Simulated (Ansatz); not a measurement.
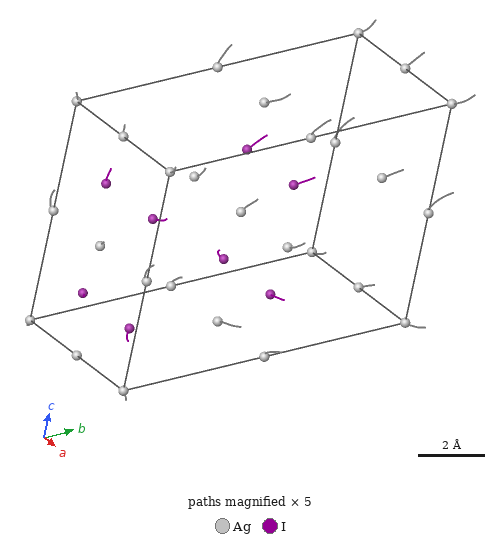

First-principles dynamics of a 16-atom cell of AgI (built on the measured structure type), of which 60 fs are on record. Lines trace each atom's path, in the colour of its element; spheres stand at the starting positions. The excursions are magnified 5 times. Seen slightly off an axis in the reduced simulation cell.

Method: Ansatz 0.2.0, DFT, PBE, plane waves, PAW. Settings: plane-wave cutoff 420 eV; k-point mesh 2 × 2 × 2; Fermi-Dirac smearing 0.02 eV; Langevin thermostat and barostat (NPT); set temperature 100 K; time step 3 fs.

> Describe the motion.

In the second half of the run the atoms are, in the root-mean-square, this far from where they began (common drift taken out): I 0.06 Å, Ag 0.06 Å. The run lasts only 60 fs, too short to tell vibration from diffusion. Over the second half the temperature averages 76 K (spread ±18 K). The temperature is still falling (113 K in the second quarter, 60 K in the last), so the run isn't equilibrated. The potential energy in the second half lies on average 2.5 meV per atom above the first frame. The mean pressure there is 0.2 GPa. The volume ends +3.8 % from the start. The conserved quantity stays between −0.0038 and 0.00063 meV per atom of its start. A straight-line fit has a slope that amounts to +0.001 meV per atom over 60 fs (under 0.1 % of the mean kinetic energy), its mean offset in the second half is under 0.1 %, and the ripple about the line is under 0.1 % of the kinetic energy's fluctuation. With a drift under 2 % and a ripple under 7 %, the integration is accurate. The run was cut off by its time limit after 20 steps.
